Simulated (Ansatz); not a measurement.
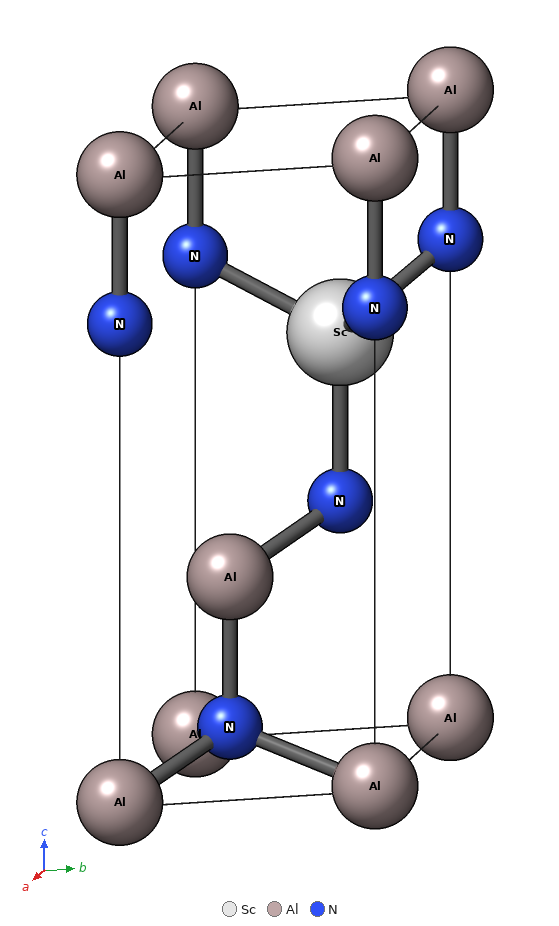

Structure drawing (ball-and-stick), viewed slightly off an axis. The frame is the conventional unit cell; atoms at its boundary are shown with their periodic copies. Cell: a = 3.22 Å, b = 3.22 Å, c = 8.00 Å, α = 90.00°, β = 90.00°, γ = 120.00°.

Provenance: a structure type filled with these elements by a generator (whether the compound takes this form wasn't checked). Earlier steps of the study may have refined or changed the cell and positions. Ansatz was used for an electronic-structure calculation on it.

Summary of the structure:

Answer. The solid is ScAl$_{2}$N$_{3}$. Its lattice is primitive hexagonal, its space group P3m1 (No. 156). It has 6 atoms to the cell (1 Sc, 2 Al, 3 N). The neighbours of Sc are four N in a distorted tetrahedral arrangement at about 2.0 to 2.1 Å. The coordination shell of Al holds four N in a tetrahedral arrangement at about 1.9 to 2.0 Å. N takes three kinds of site: 1c with four Al in a tetrahedral arrangement at about 1.9 Å; 1b with three Al and one Sc in a distorted tetrahedral arrangement (about 2.0 Å to Al, 2.1 Å to Sc); 1a with three Sc and one Al in a distorted tetrahedral arrangement (about 2.0 Å to Sc, 1.9 Å to Al). The bonds build a three-dimensional framework.

The numbers come from DFT PBE, scalar-relativistic, plane waves, PAW in Ansatz, using 420 eV cutoff, k-grid 12×12×4, Gaussian smearing of 0.02 eV, no spin polarisation.

Predict the gap.

Answer. A semiconductor at this level, with a gap of 2.94 eV, indirect.

List the Bader charges.

Answer. Sc +1.77 e; Al +2.40 e; N -2.40 to -1.89 e.

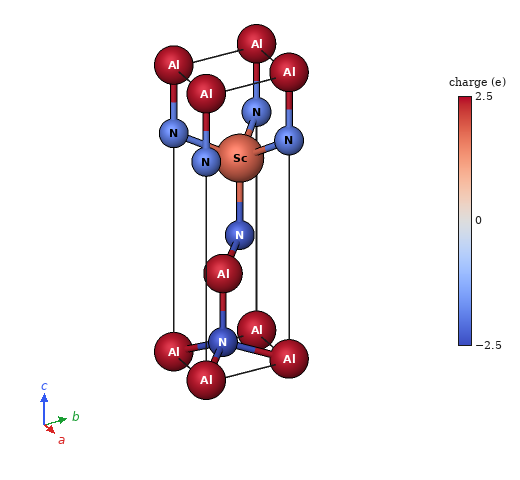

The atoms coloured by those charges. The run's cell of 6 atoms is drawn.

Is the structure relaxed at this level of theory?

Answer. Yes. All forces vanish to within 0.01 eV/Å. The pressure is 0.0 GPa, close to zero.
